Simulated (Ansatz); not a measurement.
The coordinates of a crystal:

```cif
data_structure
_symmetry_space_group_name_H-M 'I 4/m m m'
_symmetry_Int_Tables_number 139
_cell_length_a 3.2216
_cell_length_b 3.2216
_cell_length_c 5.0454
_cell_angle_alpha 90.000
_cell_angle_beta 90.000
_cell_angle_gamma 90.000
_cell_volume 52.37
loop_
_atom_site_label
_atom_site_type_symbol
_atom_site_symmetry_multiplicity
_atom_site_Wyckoff_symbol
_atom_site_fract_x
_atom_site_fract_y
_atom_site_fract_z
_atom_site_occupancy
In1 In 2 a 0.00000 0.00000 0.00000 1
```

Question: What does this file describe?

Answer: The element is indium. Space group: I4/mmm (No. 139). Lattice: body-centred tetragonal. The cell holds two atoms. Each In atom has twelve In in a cuboctahedral arrangement at 3.22 to 3.40 Å around it. The bonds build a three-dimensional framework.

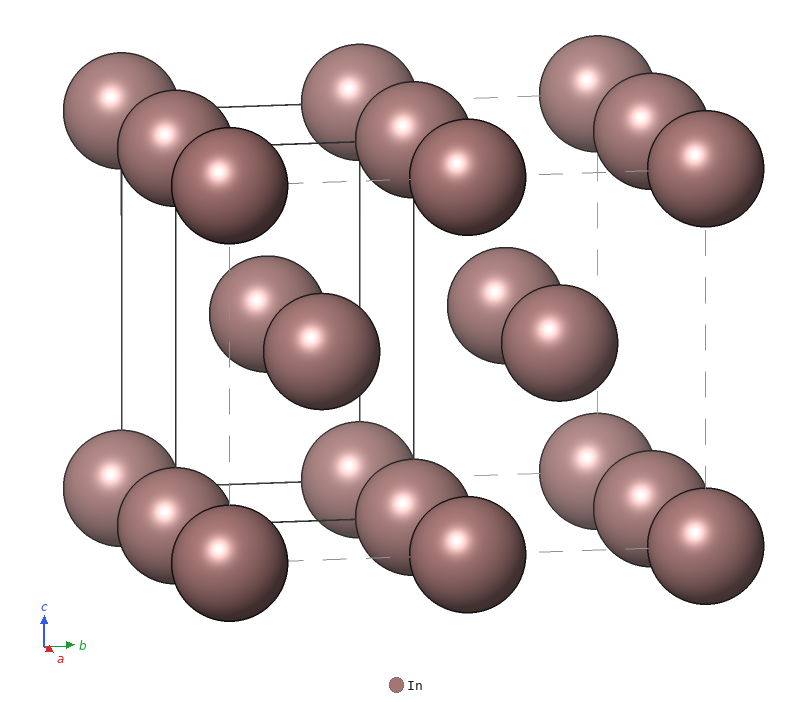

Drawn in the spheres-only manner and seen slightly off an axis. A block of 2×2×1 cells is shown, with one conventional unit cell in solid outline.

It goes back to the standard structure of this element. The cell was then strained or its atoms displaced on purpose. It was relaxed at fixed volume with DFT r2SCAN, scalar-relativistic, plane waves, PAW (Ansatz 0.2.0).
